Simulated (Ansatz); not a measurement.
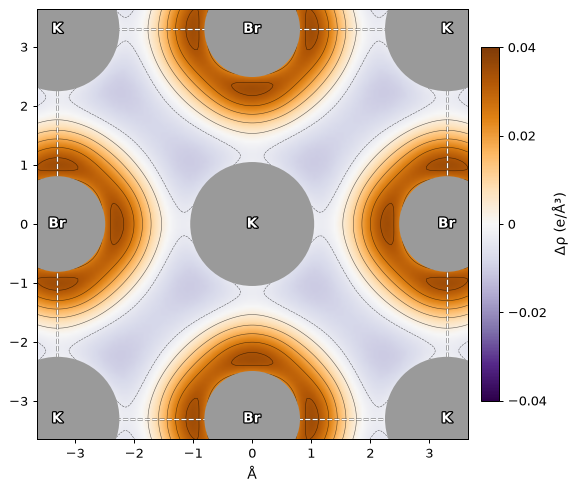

The picture shows: KBr. Bonding charge density, ρ(crystal) − Σ ρ(neutral atoms): a map on the (010) plane of the conventional cell, with grey discs over the atomic cores. Cores are masked to 1.0 Å (K) and 0.8 Å (Br).

Space group Fm-3m.

All numbers below come from DFT PBE, scalar-relativistic, plane waves, PAW (Ansatz 0.2.0).

Core electrons are frozen (PAW), so the fields are smoothed inside the atomic spheres.

```cif
data_structure
_symmetry_space_group_name_H-M 'P 1'
_symmetry_Int_Tables_number 1
_cell_length_a 6.6000
_cell_length_b 6.6000
_cell_length_c 6.6000
_cell_angle_alpha 90.000
_cell_angle_beta 90.000
_cell_angle_gamma 90.000
_cell_volume 287.50
loop_
_atom_site_label
_atom_site_type_symbol
_atom_site_fract_x
_atom_site_fract_y
_atom_site_fract_z
_atom_site_occupancy
K1 K 0.00000 0.00000 0.00000 1
K2 K 0.50000 0.50000 0.00000 1
K3 K 0.50000 0.00000 0.50000 1
K4 K 0.00000 0.50000 0.50000 1
Br1 Br 0.50000 0.00000 0.00000 1
Br2 Br 0.00000 0.50000 0.00000 1
Br3 Br 0.00000 0.00000 0.50000 1
Br4 Br 0.50000 0.50000 0.50000 1
```

What does the deformation density say about the bonding?

Answer. Br–K (3.30 Å): Δρ is +0.008 e/Å³ at the midpoint, so little or no bond charge builds up halfway.
Over the whole cell, outside the masked cores, the largest gain, 0.03 e/Å³, lies 1.0 Å from a bromine nucleus, and the largest loss, 0.012 e/Å³, lies 1.6 Å from a potassium nucleus.
In all about 0.17 e an atom is rearranged against the free atoms.
Bader charges: K +0.83 and Br −0.83 e.

Does the calculation give a gap?

Answer. It is gapped, with a Kohn–Sham gap of 4.4 eV on the k-point mesh.
